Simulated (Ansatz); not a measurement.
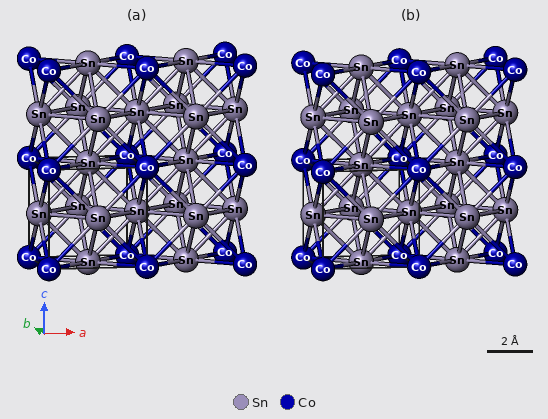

The structure of crystalline CoSn$_{3}$ (built on the Cu3Au (L1 type) before (left) and after (right) a relaxation, at one scale.

The picture is a ball-and-stick view of the cell of the calculation, repeated 2 × 1 × 2 with one cell outlined, seen slightly off an axis.

Case: no spin polarisation.

Theory: DFT r2SCAN, scalar-relativistic, plane waves, PAW (Ansatz). (plane-wave cutoff 500 eV; k-point mesh 10 × 10 × 10; occupations gaussian; smearing width 0.1 eV; no spin polarisation; cell and atoms relaxed; force threshold 0.01 eV/Å; at most 60 steps)

Question: What changed between the two?

Answer: Over 3 accepted moves (4 points after the start) the energy falls by 16.7 meV per atom. All forces vanish by symmetry, so only the cell relaxes. The pressure goes from −3.79 to −0.03 GPa. At 1 point the geometry stayed and the basis and grid were re-selected for the new cell (energy shift of 0.3 meV per atom at most each time). The atoms keep their places relative to the cell (all moves are under 0.005 Å). The volume changes by −5.8 %, with a = b = c 4.494 → 4.405 Å (−2.0 %). Near-neighbour distances that change, for instance: Co–Sn 3.177 → 3.115 Å, Sn–Sn 3.177 → 3.115 Å. The space group stays Pm-3m (No. 221).

Limits of the set-up: an element that often carries a moment was run without spin polarisation.
